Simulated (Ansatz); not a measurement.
## Electronic structure of SnO₂ in real space

The calculation's input:

```
crystal:
  lattice:
    - [3.2111798104, 0.0, 0.0]
    - [-1.6055899052, 2.7809632919, 0.0]
    - [0.0, 0.0, 10.3330629359]
  atoms:
    - { symbol: Sn, position: [-0.2587800349, -0.2251202659, 0.5] }
    - { symbol: Sn, position: [0.2587800349, 0.2251202659, 0.0] }
    - { symbol: O, position: [0.4046009711, 0.1053547757, 0.4017901351] }
    - { symbol: O, position: [0.9287323623, 0.5613118909, 0.0982098649] }
    - { symbol: O, position: [0.0712676377, 0.4386881091, 0.5982098649] }
    - { symbol: O, position: [0.5953990289, 0.8946452243, 0.9017901351] }
basis:
  ecutwfc: 520.0
kpoints:
  mp_grid: { grid: [12, 12, 4] }
hamiltonian:
  xc: pbe
  dispersion: d3bj
scf:
  occupations: { method: gaussian, width: 0.05 }
output:
  forces: true
  stress: true
  eigenvalues: true
  write_density: true
  write_potential: true
  elf: true
  volumetric_format: npy
```

Command:

```sh
ansatz run input.yaml --threads 2 --pin off --max-ram 4096MiB --backend cpu --events-out ev --progress --plain --runs-dir out
```

Below, planes, directions and counts refer to the conventional cell (a = 3.21 Å, b = 10.33 Å, c = 3.21 Å, α = 90.00°, β = 120.00°, γ = 90.00°).

Space group P2₁; a structure from a database of computed crystals, not necessarily the ambient phase.

Level of theory: DFT PBE+D3(BJ), scalar-relativistic, plane waves, PAW in Ansatz.

In a PAW calculation such maps are meaningful between the atoms, not at the nuclei.

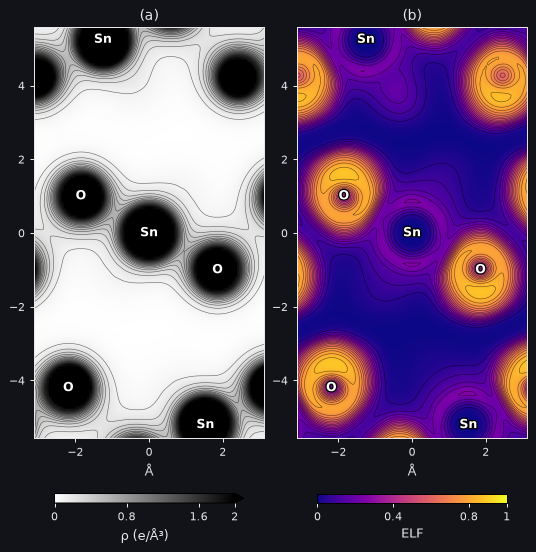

Figure 1. (a) valence electron density; (b) ELF on the (111) plane of the conventional cell.

### Describe what can be read from this map.

The section cuts through Sn and O sites. Atoms just off the plane (O, 0.3 Å away) can leave unmarked features too. Sn–O (2.11 Å): ρ at the midpoint is about 0.62 e/Å³; the ELF peaks at about 0.80 in the valence shell of O, 0.6 Å from its nucleus, and is about 0.25 at the midpoint: no localised pair shows between them. Between the atoms the lowest density in this plane is 0.005 e/Å³. The ELF also peaks beside O, away from the bonds: lone-pair regions.

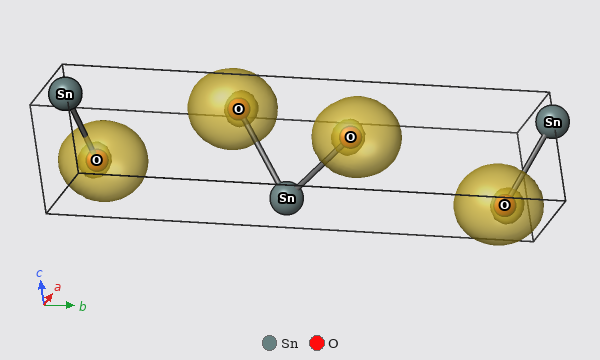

Figure 2. Isosurface of the ELF at 0.7 (yellow), seen at an oblique angle. Only the valence region is drawn (cores and ρ < 0.01 e/Å³ removed). Sticks mark near contacts.

### Where are the electrons localised?

The surface consists of four regions wrapped around O (the valence shell of each), counted in one cell of 6 atoms. Regions shared between cells count once.

### Does the calculation make it a metal, or give it a gap?

It is gapped, with a Kohn–Sham gap of 2.2 eV on the k-point mesh (the band edges may lie off the mesh, which would make the gap smaller).
